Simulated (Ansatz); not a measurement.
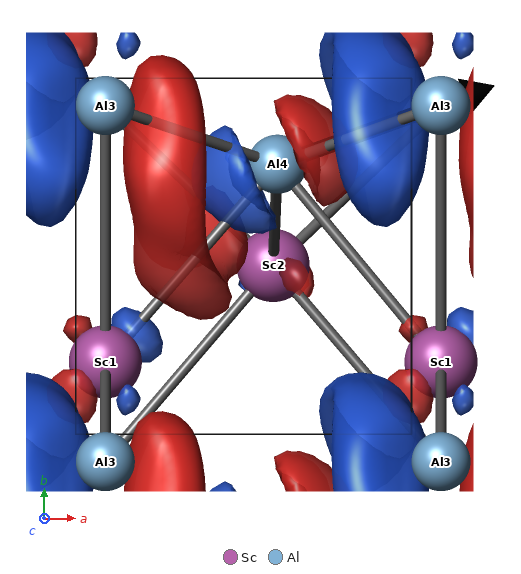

Figure 1: ScAl. Al4 was moved by 0.05 Å roughly along [1 0 0] in the axes of the cell drawn (arrow, not to scale). Change of the density less the rigid motion of the neutral atom's own density: blue surfaces at +0.002 and red ones at −0.002 e/Å³, in the cell of the calculation (origin moved) seen along the c axis.

Space group Cmcm. The cell comes from a database of computed structures, not from a measurement.

Computed with DFT r2SCAN, scalar-relativistic, plane waves, PAW in Ansatz.

Core electrons are frozen (PAW), so the fields are smoothed inside the atomic spheres.

**Describe the electronic response.**

About 0.03 e is rearranged in the cell. Outside the cores the largest gain, 0.005 e/Å³, lies 1.1 Å from an aluminium nucleus, and the largest loss lies there too, on other sides.

**What restoring force does the calculation give for this move?**

The force on it changes by 0.37 eV/Å along the move, against it: a stiffness of about 7.4 eV/Å² for this sublattice shift.
